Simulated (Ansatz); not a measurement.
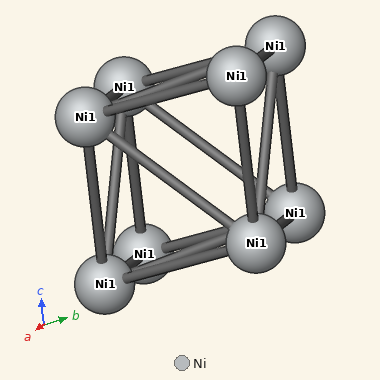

The system is Ni (Fm-3m, No. 225; 1 atom in the cell); the picture shows the reference structure. The energy is mapped over volume and a fixed ferromagnetic moment. First axis: volume per atom. Second axis: total spin moment of the cell, held fixed. Nothing is relaxed (shape and fractional coordinates fixed). The scan uses a 7 × 9 grid. Points are written as (first, second). Energies: meV/atom, counted from the lowest grid point. The moment is held fixed and parallel; antiferromagnetic orders weren't tried. The electronic state followed may not be the lowest one. Theory: DFT PBE, scalar-relativistic, plane waves, PAW (Ansatz 0.2.0). Settings: cutoff 520 eV, k-mesh 24×24×24, gaussian smearing 0.15 eV.

Its coordinates:

```xyz
1
Lattice="0.0000 1.7591 1.7591 1.7591 0.0000 1.7591 1.7591 1.7591 0.0000" Properties=species:S:1:pos:R:3 pbc="T T T"
Ni    0.0000    0.0000    0.0000
```

Range: volume per atom from 8.93 to 12.85 Å³; total spin moment of the cell, held fixed from 0.000 to 1.000 μB.

> Predict the map.

The lowest grid point is at (10.89 Å³, 0.625 μB). It is the only kind of minimum in the scanned range. The highest grid point, (8.93 Å³, 1.000 μB), lies 469 meV/atom above the lowest. Round the minimum the two coordinates are weakly coupled (coupling −0.09 in units of the two stiffnesses).

| second ↓, first → | 8.93 | 9.58 | 10.23 | 10.89 | 11.54 | 12.19 | 12.85 |
| --- | --- | --- | --- | --- | --- | --- | --- |
| 1.000 | 469 | 248 | 132 | 89 | 98 | 143 | 215 |
| 0.875 | 393 | 181 | 73 | 36 | 51 | 101 | 176 |
| 0.750 | 346 | 142 | 39 | 8 | 26 | 80 | 158 |
| 0.625 | 326 | 127 | 28 | 0 | 21 | 78 | 158 |
| 0.500 | 327 | 131 | 35 | 9 | 32 | 90 | 172 |
| 0.375 | 339 | 144 | 50 | 25 | 49 | 108 | 190 |
| 0.250 | 349 | 156 | 62 | 38 | 63 | 122 | 205 |
| 0.125 | 356 | 163 | 70 | 46 | 72 | 131 | 214 |
| 0.000 | 358 | 166 | 73 | 49 | 74 | 134 | 217 |

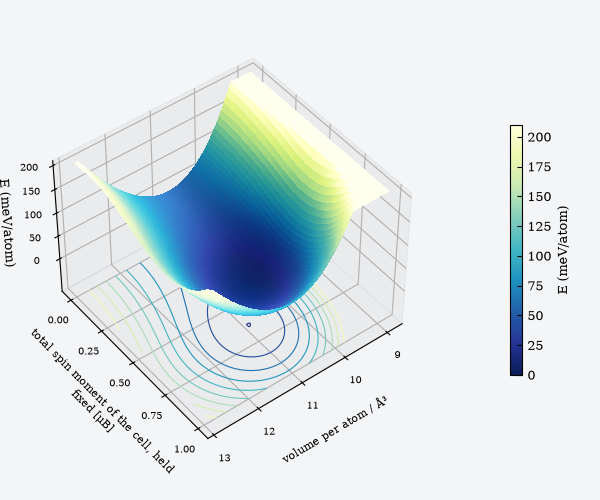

In the figure: a relief with its contours projected below, any walls above the top of the colour scale cut off. Between grid points the surface is interpolated.

Time for the 63 points that were run: 24 min on 1 thread of Arm Neoverse N1 (shared host).

PAW datasets: the set soft_1.
